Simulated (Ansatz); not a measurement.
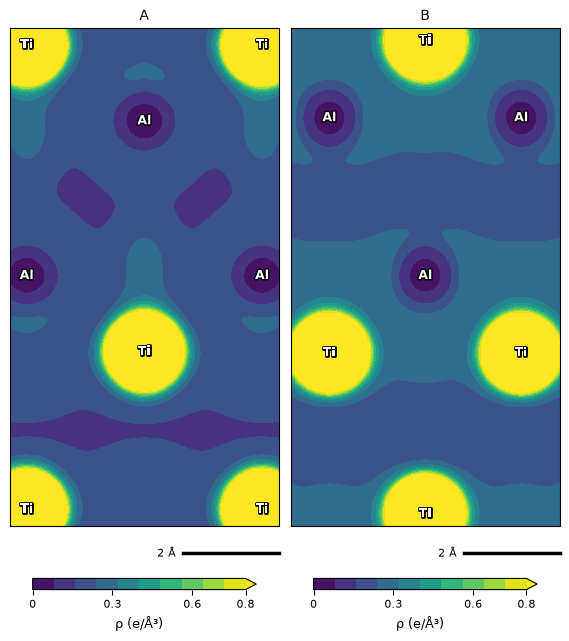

Ti$_{3}$Al. The valence charge density (pseudo) of two cells that differ in size and shape, on the (110) plane of each (indices in the axes of the calculation cell), at one length scale and on one colour scale: A has 16.8 Å³ an atom and B 14.3.

Space group P6₃/mmc; a point of a scan over the structure, not its minimum; computed without spin polarisation; PAW files of the earlier set (soft_1).

These are results of DFT LDA, scalar-relativistic, plane waves, PAW in Ansatz, not measurements.

The density is the valence pseudo-density of a PAW calculation; it isn't the true density close to the nuclei.

Question: What changes from the larger cell to the smaller?

Answer: From the larger cell to the smaller, Ti–Al goes from 2.93 to 2.58 Å, and the density at its midpoint from 0.18 to 0.27 e/Å³, the ELF there from 0.35 to 0.30; the pressure goes from −8 to 15 GPa.
